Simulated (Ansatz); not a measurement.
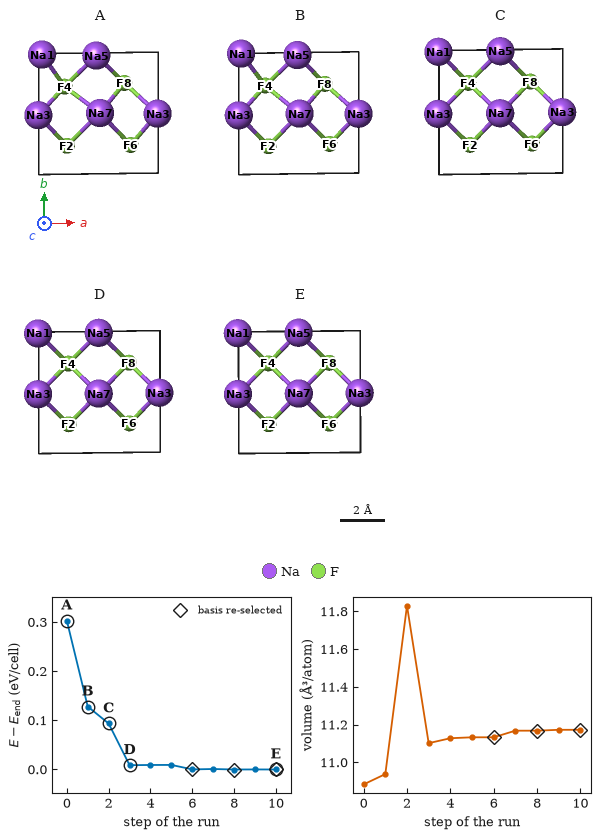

Frames of a relaxation of a crystal of NaF (built on the CsCl type), marked on the history of the run. Style: ball-and-stick. Shown: the cell of the calculation, along the c axis.

Case: shaken.

Theory: DFT, PBEsol, plane waves, PAW in Ansatz. Settings: plane-wave cutoff 420 eV; k-point mesh 4 × 4 × 6; occupations fermi dirac; smearing width 0.05 eV; no spin polarisation; cell and atoms relaxed; force threshold 0.01 eV/Å; at most 120 steps.

> What happens along the run?

The energy falls by 0.303 eV per cell of the calculation in 7 accepted moves (10 points after the start). Largest force component: 0.98 eV/Å at the start, under 0.0001 eV/Å at the end. Pressure: 2.95 GPa at the start and 0.00 GPa at the end. The SCF was repeated 3 times at an unchanged geometry on a basis and grid sized afresh for the cell, which shifted the energy by 9.1 meV per cell of the calculation at most. The atom that moves furthest relative to the cell is Na1 (0.20 Å roughly along [−3 0 2]). Largest moves by element: Na 0.20 Å, F 0.18 Å. Cell: a 5.523 → 5.633 Å (+2.0 %), b 5.598 → 5.633 Å (+0.6 %), c unchanged at 2.817 Å, α 90.4° → 90.2°, β 90.3° → 90.1°, γ 89.2° → 89.7°. Volume +2.7 %. Near-neighbour distances that change, for instance: Na1–Na5 2.513 → 2.817 Å, Na1–F2 2.219 → 2.450 Å, Na7–F8 2.210 → 2.438 Å, Na1–Na5 (another image) 3.013 → 2.817 Å. The space group (tolerance 0.01 Å) goes from P1 (No. 1) to R-3m (No. 166). Cost: 2.6 min on 2 threads of Intel(R) Xeon(R) Processor @ 2.50GHz (Skylake/Cascade Lake) (shared host), peak memory 0.43 GiB. From step 0 to 1: F6 moves most (0.08 Å), volume +0.5 %, energy −0.175 eV per cell of the calculation. From step 1 to 2: Na1 moves most (0.15 Å), volume +8.2 %, energy −34.5 meV per cell of the calculation. From step 2 to 3: F8 moves most (0.04 Å), volume −6.2 %, energy −84.9 meV per cell of the calculation. From step 3 to 10: F8 moves most (0.02 Å), volume +0.6 %, energy −8.8 meV per cell of the calculation.

```json
{"step": "0", "E − E(0), meV/atom": "0.00", "largest force component, eV/Å": "0.9756", "pressure, GPa": "2.95", "volume, Å³/atom": "10.884", "note": ""}
{"step": "1", "E − E(0), meV/atom": "-21.88", "largest force component, eV/Å": "0.6324", "pressure, GPa": "2.13", "volume, Å³/atom": "10.938", "note": ""}
{"step": "2", "E − E(0), meV/atom": "-26.19", "largest force component, eV/Å": "0.0122", "pressure, GPa": "-3.51", "volume, Å³/atom": "11.830", "note": ""}
{"step": "3", "E − E(0), meV/atom": "-36.80", "largest force component, eV/Å": "0.0111", "pressure, GPa": "0.19", "volume, Å³/atom": "11.102", "note": ""}
{"step": "4", "E − E(0), meV/atom": "-36.75", "largest force component, eV/Å": "0.0008", "pressure, GPa": "0.03", "volume, Å³/atom": "11.128", "note": ""}
{"step": "5", "E − E(0), meV/atom": "-36.74", "largest force component, eV/Å": "0.0004", "pressure, GPa": "0.00", "volume, Å³/atom": "11.133", "note": ""}
{"step": "6", "E − E(0), meV/atom": "-37.88", "largest force component, eV/Å": "0.0004", "pressure, GPa": "0.20", "volume, Å³/atom": "11.133", "note": "same geometry, new basis"}
{"step": "7", "E − E(0), meV/atom": "-37.78", "largest force component, eV/Å": "0.0005", "pressure, GPa": "0.02", "volume, Å³/atom": "11.168", "note": ""}
{"step": "8", "E − E(0), meV/atom": "-37.90", "largest force component, eV/Å": "0.0005", "pressure, GPa": "0.03", "volume, Å³/atom": "11.168", "note": "same geometry, new basis"}
{"step": "9", "E − E(0), meV/atom": "-37.89", "largest force component, eV/Å": "0.0001", "pressure, GPa": "0.00", "volume, Å³/atom": "11.173", "note": ""}
{"step": "10", "E − E(0), meV/atom": "-37.90", "largest force component, eV/Å": "0.0001", "pressure, GPa": "0.00", "volume, Å³/atom": "11.173", "note": "same geometry, new basis"}
```
